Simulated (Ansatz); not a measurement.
**ZnS: geometry relaxation (part 2 of 2)**

ZnS (P6₃mc, 12 atoms in the cell); DFT PBE, scalar-relativistic, plane waves, PAW, no spin polarisation (Ansatz 0.2.0); cutoff 420 eV, 12×12×2 k-mesh, Gaussian smearing of 0.02 eV. The structure derives from a Materials Project entry.

Geometry of the input (Å; fractional positions):
```
3.8080  0.0000  0.0000
-1.9040  3.2978  0.0000
0.0000  0.0000  18.6787
Zn 0.3333  0.6667  0.8333
Zn 0.6667  0.3333  0.3333
Zn 0.6667  0.3333  0.6669
Zn 0.3333  0.6667  0.1669
Zn 0.0000  0.0000  0.4999
Zn 0.0000  0.0000  0.9999
S  0.3333  0.6667  0.9581
S  0.6667  0.3333  0.4581
S  0.6667  0.3333  0.7917
S  0.3333  0.6667  0.2917
S  0.0000  0.0000  0.6251
S  0.0000  0.0000  0.1251
```

Output, continued:
```
--- Per-component energies (eV) ---
  E_band       = 8.451256
  E_kinetic    = 1426.909600
  E_local      = -12335.729189  (includes V_loc(G=0)·N_el)
  E_nonlocal   = 3857.537094
  E_hartree    = 5155.735298
  E_xc         = -1404.700223
  E_vxc        = -835.037233  (∫ρ·V_xc dr)
  E_paw        = -14572.610550  (= ΣΔE_a)
  E_vpaw       = -2416.697393  (= ΣTr[D̂ρ^β])
  E_aug_tail   = -0.002104  (compensation charges beyond the density's cutoff)
  E_ewald      = -7463.535844
  E_smearing   = -0.000000  (= −TS)
  E_closure    = 0.000000  (closes the sum)
  Σ components = -25336.395919   (vs F -25336.395919, Δ=0.00e0)
--- Forces (eV/Å), atoms counted from 1 ---
  atom   1  Zn    -0.00000000     0.00000000    -0.00089025
  atom   2  Zn     0.00000000    -0.00000000    -0.00089025
  atom   3  Zn    -0.00000000     0.00000000    -0.00118246
  atom   4  Zn     0.00000000    -0.00000000    -0.00118246
  atom   5  Zn     0.00000000    -0.00000000     0.00008030
  atom   6  Zn     0.00000000     0.00000000     0.00008030
  atom   7  S      0.00000000    -0.00000000     0.00030312
  atom   8  S     -0.00000000     0.00000000     0.00030312
  atom   9  S      0.00000000    -0.00000000     0.00093172
  atom  10  S     -0.00000000     0.00000000     0.00093172
  atom  11  S      0.00000000    -0.00000000     0.00075734
  atom  12  S     -0.00000000     0.00000000     0.00075734
  max |Σ_I F_I| component: 4.76e-7 eV/Å
--- Stress (GPa, compression-positive) ---
        0.044055      -0.000000      -0.000000
       -0.000000       0.044055      -0.000000
       -0.000000      -0.000000       0.048866
  P = ⅓ Tr σ = 0.0457 GPa (0.457 kbar)
--- Band table (eV; the first three rows and the last of 38) ---
  k-point 0: bands = ["-7.4873", "-7.2958", "-7.2876", "-6.8552", "-6.8456", "-6.5968", "-0.7400", "-0.7389", "-0.7355", "-0.7355", "-0.7250", "-0.7175", "-0.7175", "-0.6969", "-0.6969", "-0.6619", "-0.6619", "-0.6513", "-0.6513", "-0.6350", "-0.6350", "-0.5805", "-0.5726", "-0.2801", "-0.2801", "-0.2776", "-0.2776", "-0.2661", "-0.2661", "-0.2608", "-0.2608", "-0.2407", "-0.2407", "-0.2319", "-0.2319", "-0.0724", "0.3554", "1.6918", "1.7029", "3.8319", "3.8515", "4.6727", "4.6727", "4.8609", "4.8609", "4.8665", "4.8665", "5.2764", "5.2764", "5.2870", "5.2870", "5.4905", "5.5161", "5.5161", "7.5545", "8.6332", "8.7107", "8.7673", "8.7968", "8.9507", "11.7888", "11.8559", "11.8612", "11.8612", "11.9508", "12.0858"]
  k-point 1: bands = ["-7.4363", "-7.4363", "-7.0805", "-7.0805", "-6.6674", "-6.6674", "-0.7403", "-0.7403", "-0.7289", "-0.7289", "-0.7289", "-0.7289", "-0.6910", "-0.6910", "-0.6799", "-0.6799", "-0.6799", "-0.6799", "-0.6402", "-0.6402", "-0.6402", "-0.6402", "-0.3413", "-0.3413", "-0.2787", "-0.2787", "-0.2787", "-0.2787", "-0.2643", "-0.2643", "-0.2643", "-0.2643", "-0.2357", "-0.2357", "-0.2357", "-0.2357", "0.8441", "0.8441", "2.7255", "2.7255", "4.7229", "4.7229", "4.7229", "4.7229", "4.9105", "4.9105", "5.0657", "5.0657", "5.0657", "5.0657", "5.4512", "5.4512", "5.4512", "5.4512", "8.0346", "8.0346", "8.7369", "8.7369", "8.9668", "8.9668", "11.8421", "11.8421", "11.9459", "11.9459", "11.9459", "11.9459"]
  k-point 2: bands = ["-7.4420", "-7.2540", "-7.2459", "-6.8231", "-6.8135", "-6.5715", "-0.7451", "-0.7399", "-0.7345", "-0.7296", "-0.7264", "-0.7074", "-0.6968", "-0.6877", "-0.6868", "-0.6614", "-0.6521", "-0.6497", "-0.6391", "-0.6324", "-0.6216", "-0.5736", "-0.5640", "-0.2889", "-0.2858", "-0.2795", "-0.2759", "-0.2733", "-0.2680", "-0.2575", "-0.2568", "-0.2495", "-0.2385", "-0.2348", "-0.2300", "-0.0552", "0.4232", "1.7148", "1.7254", "3.7402", "3.7610", "4.3086", "4.5291", "4.5399", "4.5619", "4.7636", "4.7674", "4.9863", "5.0248", "5.1117", "5.2061", "5.2154", "5.4342", "5.4602", "7.9851", "8.9276", "9.0467", "9.0616", "9.1381", "9.2953", "11.4379", "11.4686", "11.7086", "11.9860", "12.0512", "12.0933"]
  k-point 37: bands = ["-6.3809", "-6.3809", "-6.3737", "-6.3737", "-6.3611", "-6.3611", "-0.6551", "-0.6551", "-0.6247", "-0.6247", "-0.5789", "-0.5789", "-0.5324", "-0.5324", "-0.5180", "-0.5180", "-0.4890", "-0.4890", "-0.3535", "-0.3535", "-0.3206", "-0.3206", "-0.3204", "-0.3204", "-0.2867", "-0.2867", "-0.2633", "-0.2633", "-0.2559", "-0.2559", "-0.0116", "-0.0116", "0.0241", "0.0241", "0.0334", "0.0334", "0.9225", "0.9225", "0.9817", "0.9817", "1.1376", "1.1376", "2.2653", "2.2653", "2.6076", "2.6076", "2.9401", "2.9401", "3.6916", "3.6916", "3.8854", "3.8854", "4.0240", "4.0240", "10.1802", "10.1802", "10.2406", "10.2406", "10.3593", "10.3593", "11.4853", "11.4853", "11.8418", "11.8418", "12.3229", "12.3229"]
--- Relaxed structure (3 steps of the walk, 3 accepted, 1 SCFs on fresh bases) ---
  F+E_penalty+E_count = -25336.39591886 eV   max|allowed force component| = 1.182e-3 eV/Å   (the final SCF, on the basis selected at the relaxed cell)
  cell:  # Å, volume = 241.8725 Å³
    - [3.846895922915637, 3.0125730645616993e-33, -1.1098953395753626e-33]
    - [-1.9234479614578186, 3.331509594959725, 1.2576840930918665e-18]
    - [-1.0110727642621346e-32, 7.123542308848811e-18, 18.872744170318057]
  atoms:
    - { symbol: Zn, position: [0.3333333333333333, 0.6666666666666666, 0.8332754804267908] }
    - { symbol: Zn, position: [0.6666666666666666, 0.3333333333333333, 0.33327548042679067] }
    - { symbol: Zn, position: [0.6666666666666666, 0.3333333333333333, 0.6667977265255427] }
    - { symbol: Zn, position: [0.3333333333333333, 0.6666666666666666, 0.16679772652554264] }
    - { symbol: Zn, position: [4.098926575077245e-21, 8.197853150155068e-21, 0.5000194298025014] }
    - { symbol: Zn, position: [4.09892657507503e-21, 8.197853150150446e-21, 1.0000194298025016] }
    - { symbol: S, position: [0.3333333333333333, 0.6666666666666666, 0.9581469434527522] }
    - { symbol: S, position: [0.6666666666666666, 0.3333333333333333, 0.45814694345275203] }
    - { symbol: S, position: [0.6666666666666666, 0.3333333333333333, 0.7916425964626049] }
    - { symbol: S, position: [0.3333333333333333, 0.6666666666666666, 0.2916425964626049] }
    - { symbol: S, position: [5.965168866929924e-22, 1.1930337733867551e-21, 0.6251188133298088] }
    - { symbol: S, position: [5.965168866901998e-22, 1.1930337733811218e-21, 0.1251188133298087] }
```

Trajectory as extended XYZ (Å, eV, eV/Å), 4 frames, from step=1 to step=4:
```
12
Lattice="3.8080 0.0000 0.0000 -1.9040 3.2978 0.0000 0.0000 0.0000 18.6787" Properties=species:S:1:pos:R:3:forces:R:3 step=1 energy=-25336.34314 pressure_GPa=2.33
Zn    0.0000    2.1985   15.5643    0.0000   0.0000   0.0008
Zn    1.9040    1.0993    6.2250    0.0000   0.0000   0.0008
Zn    1.9040    1.0993   12.4562    0.0000   0.0000  -0.0052
Zn    0.0000    2.1985    3.1168    0.0000   0.0000  -0.0052
Zn    0.0000    0.0000    9.3383    0.0000   0.0000   0.0107
Zn    0.0000    0.0000   18.6776    0.0000   0.0000   0.0107
S     0.0000    2.1985   17.8964    0.0000   0.0000   0.0010
S     1.9040    1.0993    8.5570    0.0000   0.0000   0.0010
S     1.9040    1.0993   14.7881    0.0000   0.0000  -0.0064
S     0.0000    2.1985    5.4487    0.0000   0.0000  -0.0064
S     0.0000    0.0000   11.6762    0.0000   0.0000  -0.0008
S     0.0000    0.0000    2.3369    0.0000   0.0000  -0.0008
12
Lattice="3.8311 0.0000 0.0000 -1.9155 3.3178 0.0000 0.0000 0.0000 18.7989" Properties=species:S:1:pos:R:3:forces:R:3 step=2 energy=-25336.38539 pressure_GPa=0.92
Zn    0.0000    2.2119   15.6647    0.0000   0.0000  -0.0001
Zn    1.9155    1.1059    6.2652    0.0000   0.0000  -0.0001
Zn    1.9155    1.1059   12.5359    0.0000   0.0000  -0.0044
Zn    0.0000    2.2119    3.1365    0.0000   0.0000  -0.0044
Zn    0.0000    0.0000    9.3993    0.0000   0.0000   0.0053
Zn    0.0000    0.0000   18.7988    0.0000   0.0000   0.0053
S     0.0000    2.2119   18.0116    0.0000   0.0000   0.0011
S     1.9155    1.1059    8.6122    0.0000   0.0000   0.0011
S     1.9155    1.1059   14.8823    0.0000   0.0000  -0.0004
S     0.0000    2.2119    5.4828    0.0000   0.0000  -0.0004
S     0.0000    0.0000   11.7515    0.0000   0.0000  -0.0015
S     0.0000    0.0000    2.3520    0.0000   0.0000  -0.0015
12
Lattice="3.8469 0.0000 0.0000 -1.9234 3.3315 0.0000 0.0000 0.0000 18.8727" Properties=species:S:1:pos:R:3:forces:R:3 step=3 energy=-25336.39289 pressure_GPa=0.05
Zn    0.0000    2.2210   15.7262    0.0000   0.0000  -0.0009
Zn    1.9234    1.1105    6.2898    0.0000   0.0000  -0.0009
Zn    1.9234    1.1105   12.5843    0.0000   0.0000  -0.0012
Zn    0.0000    2.2210    3.1479    0.0000   0.0000  -0.0012
Zn    0.0000    0.0000    9.4367    0.0000   0.0000   0.0001
Zn    0.0000    0.0000   18.8731    0.0000   0.0000   0.0001
S     0.0000    2.2210   18.0829    0.0000   0.0000   0.0003
S     1.9234    1.1105    8.6465    0.0000   0.0000   0.0003
S     1.9234    1.1105   14.9405    0.0000   0.0000   0.0009
S     0.0000    2.2210    5.5041    0.0000   0.0000   0.0009
S     0.0000    0.0000   11.7977    0.0000   0.0000   0.0007
S     0.0000    0.0000    2.3613    0.0000   0.0000   0.0007
12
Lattice="3.8469 0.0000 0.0000 -1.9234 3.3315 0.0000 0.0000 0.0000 18.8727" Properties=species:S:1:pos:R:3:forces:R:3 step=4 energy=-25336.39592 pressure_GPa=0.05
Zn    0.0000    2.2210   15.7262    0.0000   0.0000  -0.0009
Zn    1.9234    1.1105    6.2898    0.0000   0.0000  -0.0009
Zn    1.9234    1.1105   12.5843    0.0000   0.0000  -0.0012
Zn    0.0000    2.2210    3.1479    0.0000   0.0000  -0.0012
Zn    0.0000    0.0000    9.4367    0.0000   0.0000   0.0001
Zn    0.0000    0.0000   18.8731    0.0000   0.0000   0.0001
S     0.0000    2.2210   18.0829    0.0000   0.0000   0.0003
S     1.9234    1.1105    8.6465    0.0000   0.0000   0.0003
S     1.9234    1.1105   14.9405    0.0000   0.0000   0.0009
S     0.0000    2.2210    5.5041    0.0000   0.0000   0.0009
S     0.0000    0.0000   11.7977    0.0000   0.0000   0.0008
S     0.0000    0.0000    2.3613    0.0000   0.0000   0.0008
```

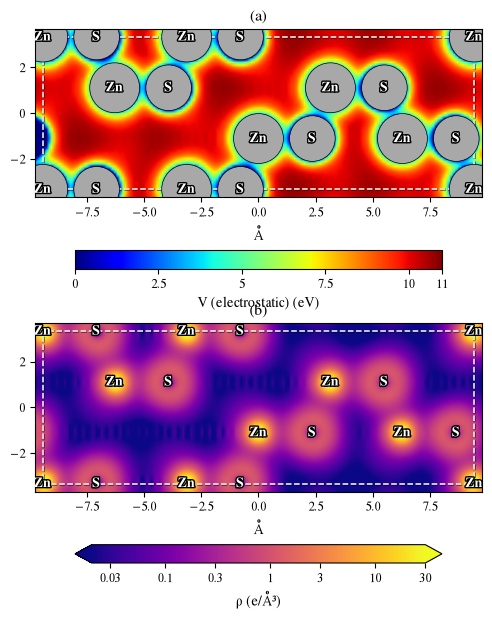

*(a) electrostatic potential energy of an electron; (b) valence electron density on the (110) plane of the conventional cell. Grey discs, where drawn, cover atomic cores.*

The section cuts through Zn and S sites. Zn–S (2.36 Å): the density is about 0.5 e/Å³ at the midpoint. The density dies away to nearly zero in the voids. Outside the cores the potential energy rises away from the atoms and is highest about 2.3 Å from the nearest atoms; outside the discs it spans about 10 eV, and its zero is arbitrary. In a PAW calculation such maps are meaningful between the atoms, not at the nuclei.

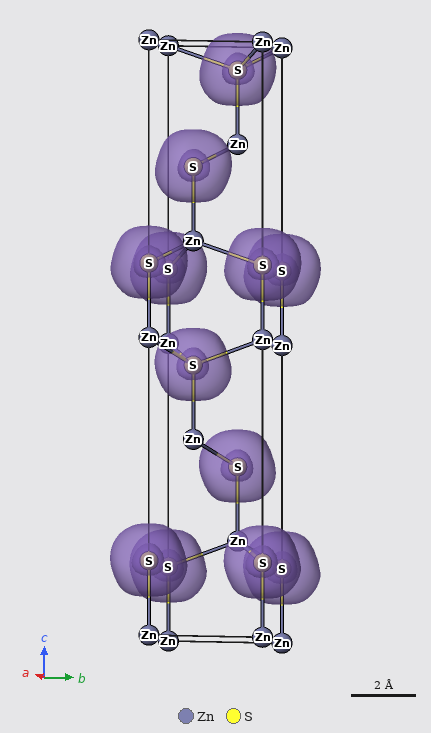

*Isosurface of the ELF at 0.65 (purple), seen at an oblique angle. Core shells and regions of very low density are left out. Sticks mark near contacts. The outline is the cell set on symmetry axes.*

Along the contacts the grid gives the following. Zn–S (2.36 Å): the ELF is about 0.55 at the midpoint.

Results in brief:

- outcome: converged
- space group (tolerance 0.01 Å): P6₃mc (186)
- electrons treated: 108
- free energy: −25336.3959 eV
- Fermi energy: 6.535 eV
- gap on the k-point mesh: 2.04 eV
- pressure: 0.05 GPa
- final volume: 241.87 Å³
- largest force (length of the vector) at the end: 0.001 eV/Å
- final cell: a = 3.847 Å, b = 3.847 Å, c = 18.873 Å, α = 90.00°, β = 90.00°, γ = 120.00°
- hardware: 4 threads of Arm Neoverse V2, 24 GiB of memory available, shared host
- wall time: 67 s (CPU time 4.4 min)
- peak memory: 0.88 GiB
